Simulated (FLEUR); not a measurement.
# Energy of zincblende MnS against fixed total spin moment, all-electron FLAPW with PBEsol

Manganese in MnS is close to Mn²⁺, with five d electrons, and sulfur is close to a closed-shell S²⁻ ion. With all five d spins parallel, the two-atom cell would carry 5 μB. I use the fixed-moment curve to find how much energy this local moment gains and how firmly its size is held. Both matter for magnetic semiconductors, where a rigid moment can be treated as a fixed spin on each manganese atom. The total spin moment is imposed at the measured geometry, and each energy is given per cell relative to the run without spin polarisation, so a negative value means that the polarised state is lower. All cells have parallel manganese moments, whereas the real compound orders antiparallel.

## Systems and settings

MnS (zincblende): the measured cell (COD); 2 atoms in the cell, atoms and cell held. FLEUR MaX-R8.1, all-electron FLAPW in bulk geometry, scalar-relativistic valence, PBEsol, basis cutoff 4.26 1/bohr, density cutoff 12.8 1/bohr, Fermi-Dirac smearing of 0.05 eV, muffin-tin radii Mn 2.70, S 1.76 bohr. Local moments are those inside the muffin-tin spheres. Collinear spins without spin-orbit coupling, 6x6x6 k-points. The total moment is held by two Fermi energies, one for each spin; the row marked free is the unconstrained run, and the row at M = 0 is the run without spin polarisation.

Notes on method and selection:

- Each run ends in the state reached from its start (the fixed-moment runs continue from an earlier run), which may not be the lowest.
- A uniform moment does not probe antiparallel order, which can lie lower.
- At small fixed moments unlike atoms can carry local moments of opposite sign, so the curve need not run smoothly into the unpolarised point.
- Stoner picture: E = M^2 (1/(2N) - I/4) for small M, with N the density of states of both spins at the Fermi energy of the unpolarised run and I the Stoner parameter of the cell.
- A blank cell means that the quantity does not apply to the row, or that its run was not made or gave no value that passed the checks named.
- Curves that are not smooth, that do not rise at the largest moment or whose runs differ in settings are not tabled.
- Runs that did not converge, have known faults or may not be shown are not listed, and runs on Ansatz's PAW sets soft_1 and soft_2 are kept to separate tables.

Columns:

- fixed moment (μB/cell): total spin moment of the cell, held fixed.
- energy from unpolarised (meV/cell): free energy of the cell less that of the run without spin polarisation.
- Mn moment (μB): largest spin moment inside a Mn sphere, signed along the total.

## The series

| member | fixed moment (μB/cell) | energy from unpolarised (meV/cell) | Mn moment (μB) |
| --- | --- | --- | --- |
| M = 0 muB | 0.000 | 0.0 | – |
| M = 0.818 muB | 0.818 | ? | ? |
| M = 1.64 muB | 1.636 | −249.8 | 1.771 |
| M = 2.45 muB | 2.454 | −568.6 | 2.577 |
| M = 3.27 muB | 3.272 | −956.5 | 3.313 |
| M = 4.09 muB | 4.090 | −1331.2 | 3.961 |
| M = 4.85 muB, free | 4.848 | −1514.9 | 4.467 |
| M = 4.91 muB | 4.909 | −1513.5 | 4.503 |
| M = 5.73 muB | 5.727 | 616.9 | 4.748 |
| M = 6.54 muB | 6.545 | 3306.4 | 4.974 |

Cells marked ? are withheld until the estimate has been made.

energy from unpolarised (meV/cell) against fixed moment (μB/cell), members shown:

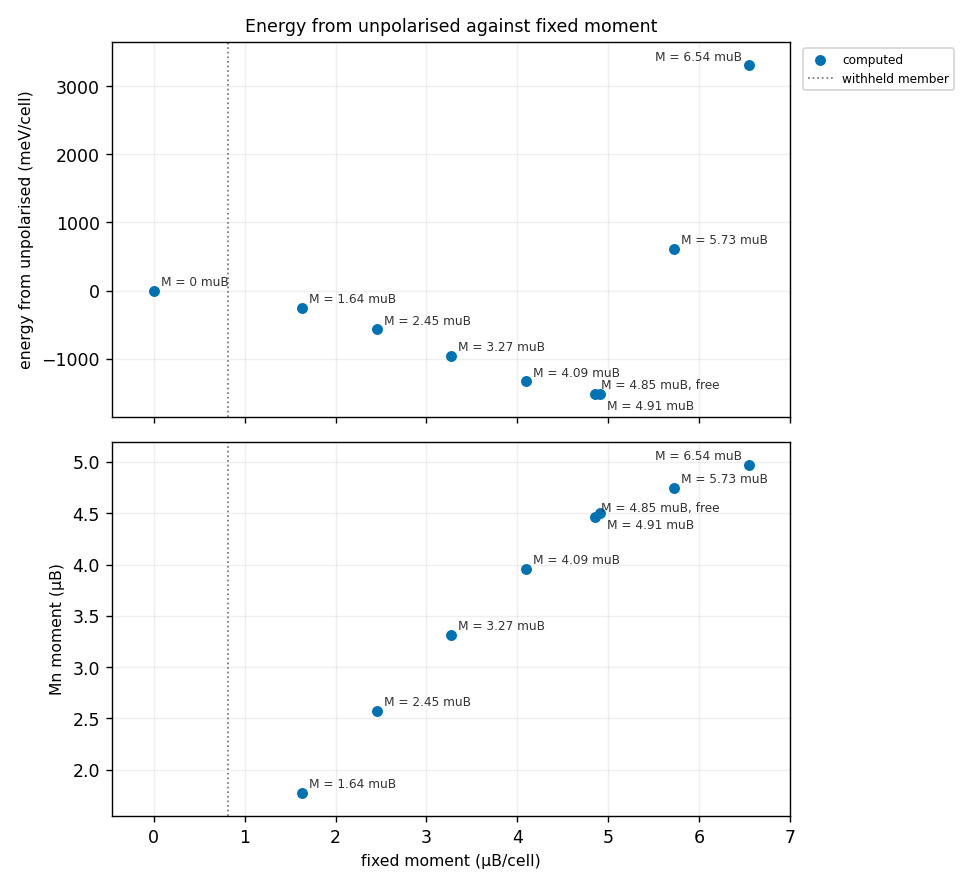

## Interpretation

The energy falls from zero at M = 0 to −1514.9 meV/cell at the free moment of 4.848 μB, and it is higher again in every row above that. The descent is steepest between 2.454 and 3.272 μB, where the mean slope is (−956.5 + 568.6) / 0.818 = −474 meV/μB. I attribute the gain to exchange within the manganese d shell: parallel d electrons gain more exchange energy than it costs to move them into higher levels of the same shell. The sphere moments fit this picture. From 1.636 to 4.090 μB the manganese sphere takes up (3.961 − 1.771) / 2.454 = 0.89 of the added moment.

Above the free moment the curve turns into a wall. Between 4.909 and 5.727 μB the mean slope is (616.9 + 1513.5) / 0.818 = 2604 meV/μB, more than five times the steepest descent and of opposite sign. Once the five majority d states are full, more moment can come only from taking minority electrons out of the mainly sulfur p valence band and placing them in majority conduction states. Each such flip adds 2 μB, so the slope corresponds to a mean separation of 2 × 2604 = 5208 meV, about 5.2 eV, between the two Fermi energies. The sharp drop in the reported Fermi energy over the same interval agrees with this. From 4.909 to 6.545 μB the manganese sphere takes only (4.974 − 4.503) / 1.636 = 0.29 of the added moment, and the rest lies on sulfur and between the spheres.

The free moment is 5 − 4.848 = 0.152 μB short of the ionic value. A non-integer moment means that both spin channels are partly filled at the Fermi level, so this parallel-spin state is metallic, although the real compound is a semiconductor. The tendency of PBEsol to make gaps too small, together with the imposed parallel order, is a likely reason.

## An estimate before looking

Plain estimates from the members shown:

- M = 0.818 muB, straight-line interpolation between M = 0 muB and M = 1.64 muB: w = (0.818 − 0.000) / (1.636 − 0.000) = 0.500, so 0.0 + 0.500 × (−249.8 − 0.0) = −124.9 meV/cell

I do not trust the straight line for M = 0.818 μB. Without spin-orbit coupling, reversing all spins leaves the energy unchanged, so a smooth curve must start flat at M = 0 and bend downwards. A straight line from zero to 1.636 μB therefore lies too deep at its middle.

The Stoner form, with energy proportional to M², has the required symmetry. I scale it from the nearest polarised row: −249.8 × (0.818 / 1.636)² = −62.5 meV/cell.

The same step can be tried on shown rows, each time going from one moment to the next lower one. From 2.454 to 1.636 μB it gives −568.6 × (1.636 / 2.454)² = −252.7 meV/cell against the tabulated −249.8, a miss of 1.2%. From 3.272 to 2.454 μB it gives −956.5 × (2.454 / 3.272)² = −538.0 against −568.6, a miss of 5.4%. The two misses have opposite signs, so I apply no correction.

For the error I take the larger miss, 0.054 × 62.5 = 3.4 meV/cell, and round it up to 4. The main risk is a change of magnetic state at small moment. Sulfur already opposes manganese at the lower fixed moments, and a different balance between the two would take the energy off the parabola.

**Committed estimate, M = 0.818 muB: energy from unpolarised = −62 ± 4 meV/cell.**

## The answer

| member | fixed moment (μB/cell) | energy from unpolarised (meV/cell) | Mn moment (μB) |
| --- | --- | --- | --- |
| M = 0.818 muB | 0.818 | −62.0 | 0.896 |

| member | estimate | energy from unpolarised (meV/cell) | computed | estimate − computed | miss in error bars |
| --- | --- | --- | --- | --- | --- |
| M = 0.818 muB | committed | −62.0 | −62.0 | 0.0 | 0.0 |
| M = 0.818 muB | interpolation | −124.9 | −62.0 | −62.9 |  |

energy from unpolarised (meV/cell) against fixed moment (μB/cell):

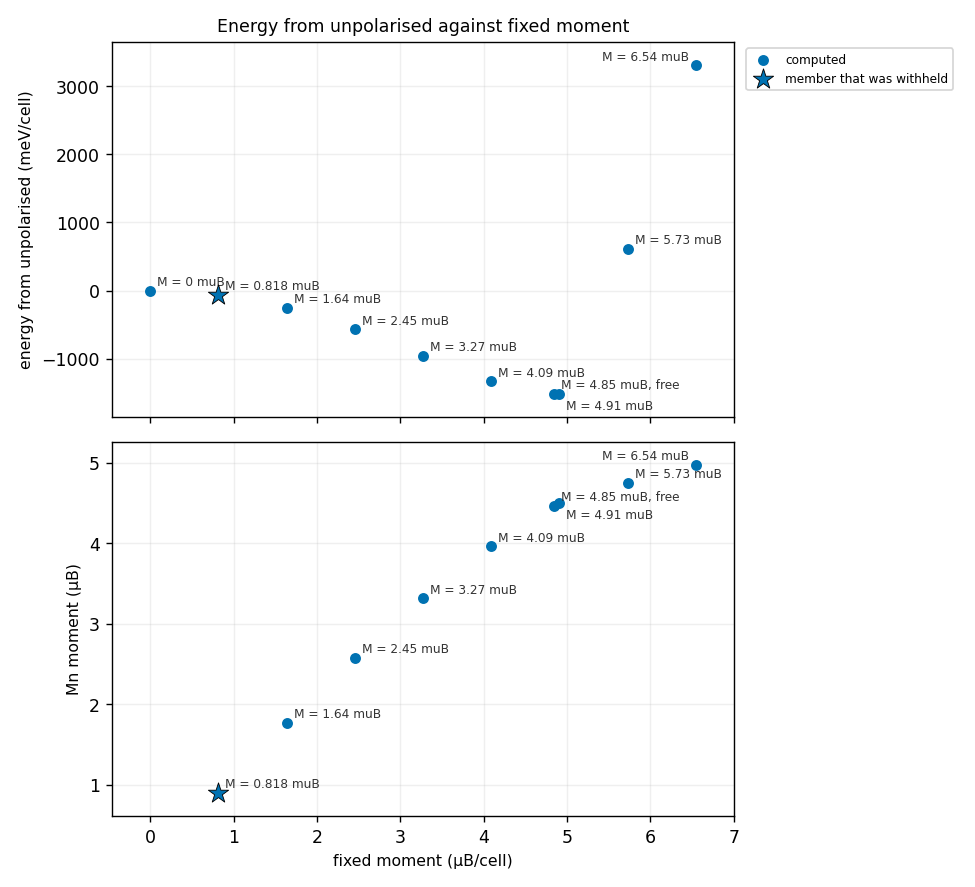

The estimate of −62 ± 4 meV/cell agrees with the computed −62.0. Before rounding it was −62.5, a miss of 0.5 meV/cell, while the straight line lies 62.9 meV/cell too deep. My error bar was wide because it came from a step at larger moments, where the curve is already leaving the parabola.

The symmetry argument decided the matter: the curve starts flat and bends downwards as M². The change of magnetic state that I named as the main risk did not occur. The manganese sphere carries 0.896 / 0.818 = 1.10 times the total moment, against 1.771 / 1.636 = 1.08 in the next row, and sulfur keeps its small opposite moment.

The new row gives −62.0 / 0.818² = −92.7 meV/μB² for the Stoner coefficient 1/(2N) − I/4. Since 1/(2N) is positive, the Stoner parameter of the cell must exceed 4 × 92.7 = 371 meV in this picture. The unpolarised state is therefore unstable even to a small uniform moment.

## Exceptions

The rows at 5.727 and 6.545 μB stand farthest from the trend. The parabola that describes small moments, −93 meV/μB² times M², would put them near −3.1 and −4.0 eV/cell, but they lie at +616.9 and +3306.4 meV/cell. They are about 3.7 and 7.3 eV too high.

The likeliest reason is the full majority d shell, as argued above. The sulfur moment, which grows parallel to that of manganese, supports this, because emptying minority sulfur p states leaves a majority excess on sulfur. Between these two rows the slope is (3306.4 − 616.9) / 0.818 = 3288 meV/μB, or a mean separation of 2 × 3288 = 6576 meV, about 6.6 eV, between the two Fermi energies.

The free row is also above the parabola, by about 0.7 eV. A possible cause is band filling: the last minority electrons to be moved come from low-lying states and must enter the highest majority d states, so that each transfer gains less.

## Conclusions

The moment settles at 4.85 μB per cell, close to the five parallel d spins of Mn²⁺. The gain over the unpolarised state, with 96.5 kJ/mol per eV, is 1514.9 / 1000 × 96.5 = 146 kJ per mole of MnS. The size of the moment is held unevenly: lowering it to 4.090 μB costs −1331.2 + 1514.9 = 183.7 meV/cell, while raising it to 5.727 μB costs 616.9 + 1514.9 = 2131.8 meV/cell.

From 0.818 to 3.272 μB, E = −93 M² (meV/cell, M in μB) reproduces the four rows with a typical miss of 20 meV/cell, against a scatter of about 340 about their mean. At 4.090 μB it is already 17% too deep, and in the rows at 5.727 and 6.545 μB it has the wrong sign.

One omitted effect that could be as large as the energies in the table is extra on-site repulsion U in the manganese d shell. For ten equally half-filled d spin-orbitals the usual correction, half of U times the sum of n(1 − n) over the spin-orbitals of occupation n, is U times 0.5 × 10 × 0.5 × 0.5 = 1.25, and it nearly vanishes for the full-moment ion. With an assumed U of 4 eV, the well could deepen by up to about 5 eV.
